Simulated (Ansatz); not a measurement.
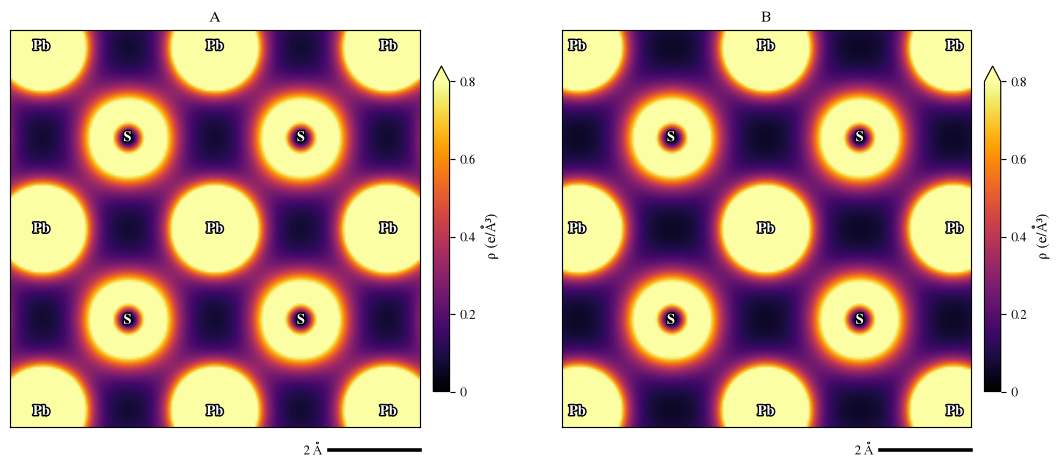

PbS. The valence charge density (pseudo) of two cells that differ in size and shape, on the (101) plane of each (indices in the axes of the calculation cell), at one length scale and on one colour scale: B has 24.2 Å³ an atom and A 21.3.

These are results of DFT r2SCAN, scalar-relativistic, plane waves, PAW in Ansatz, not measurements.

Core electrons are frozen (PAW), and the valence fields are smoothed inside the atomic spheres.

The larger cell:

```cif
data_structure
_symmetry_space_group_name_H-M 'P 1'
_symmetry_Int_Tables_number 1
_cell_length_a 4.1610
_cell_length_b 4.1610
_cell_length_c 4.1610
_cell_angle_alpha 57.878
_cell_angle_beta 57.878
_cell_angle_gamma 57.878
_cell_volume 48.46
loop_
_atom_site_label
_atom_site_type_symbol
_atom_site_fract_x
_atom_site_fract_y
_atom_site_fract_z
_atom_site_occupancy
Pb1 Pb 0.97815 0.97815 0.97815 1
S1 S 0.47745 0.47745 0.47745 1
```

The smaller cell: a = 3.825 Å, b = 3.825 Å, c = 3.825 Å, α = 63.53°, β = 63.53°, γ = 63.53°.

Question: What changes from the larger cell to the smaller?

Answer: From the larger cell to the smaller, Pb–S goes from 2.90 to 2.78 Å, and the density at its midpoint from 0.25 to 0.31 e/Å³; the pressure goes from 7 to 20 GPa.
